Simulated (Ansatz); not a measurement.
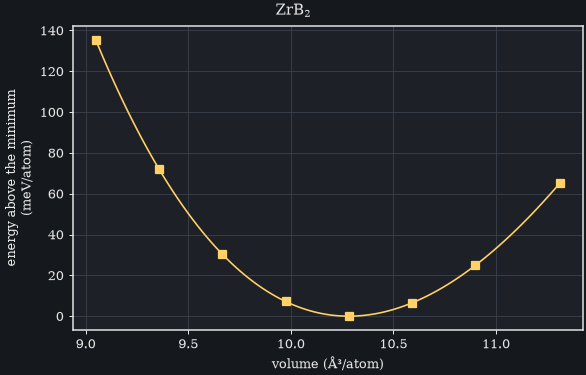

The picture above shows the energy above the minimum against volume for ZrB₂, space group P6/mmm (No. 191).

Starting cell:
```
Zr B
1.0
     3.17117    0.00000    0.00000
    -1.58558    2.74631    0.00000
     0.00000    0.00000    3.54230
Zr B
1 2
Cartesian
  0.0000 0.0000 0.0000
  0.0000 1.8309 1.7711
  1.5856 0.9154 1.7711
```

Computed with Ansatz 0.2.0: third-order Birch-Murnaghan fit to density functional energies at scaled volumes of the given relaxed cell, shape and atoms relaxed at each volume; energies count from the fitted minimum; plane waves with PAW datasets, Γ-centred k mesh. Level: PBE, no spin polarisation.

wave cutoff 420 eV; k mesh 15×15×12; occupations Gaussian; smearing width 0.1 eV.

This calculation gives: equilibrium volume 10.28 Å³/atom and bulk modulus 238 GPa.

Now Zr is replaced by Ti on all its sites, which gives TiB₂ in the same structure. The second calculation uses k mesh 15×15×14. Predict the effect.

The equilibrium volume falls from 10.28 to 8.56 Å³/atom (−17 %) and the bulk modulus rises from 238 to 250 GPa (+5.0 %).

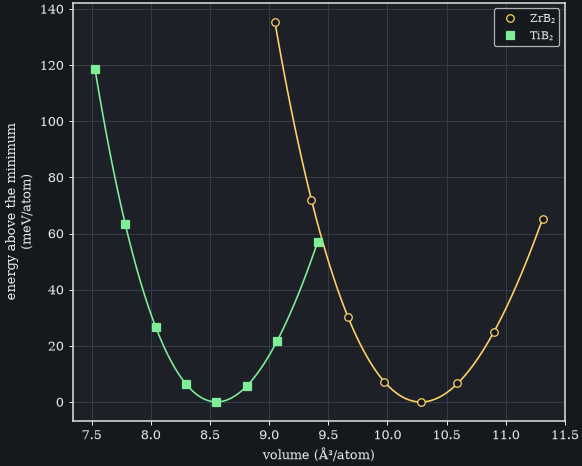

The two results together.

V0 and the bulk modulus come from third-order Birch–Murnaghan fits.
